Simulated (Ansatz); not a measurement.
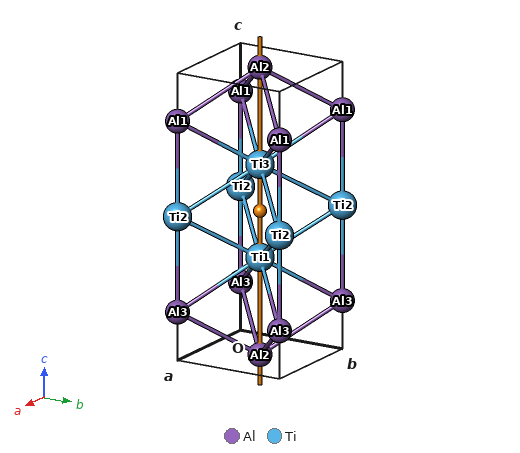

The coloured rod is the axis of a symmetry operation of the crystal, the small sphere its inversion point. Crystal: TiAl, the end point of a relaxation with DFT PBEsol, scalar-relativistic, plane waves, PAW in Ansatz 0.2.0. Geometry calculated from the standardised cell; symmetry tolerance 0.002 Å.

a = 3.396 Å, b = 3.396 Å, c = 8.521 Å, α = 90.00°, β = 90.00°, γ = 90.00°.

```
atom       x       y       z
 Al1  0.0000  0.0000  0.8321
 Al2  0.5000  0.5000  0.0000
 Al3  0.0000  0.0000  0.1679
 Ti1  0.5000  0.5000  0.3382
 Ti2  0.0000  0.0000  0.5000
 Ti3  0.5000  0.5000  0.6618
```

Take the operation x, y, z → y, −x+1, −z+1.

### What kind of operation is it, and where does it lie?

It is a −4 rotoinversion axis with its inversion point at (1/2, 1/2, 1/2), along [0 0 1].

### Onto which atom does it carry each atom (up to whole multiples of a, b and c)?

Al1 → Al3, Al2 → Al2, Al3 → Al1, Ti1 → Ti3, Ti2 → Ti2, Ti3 → Ti1.
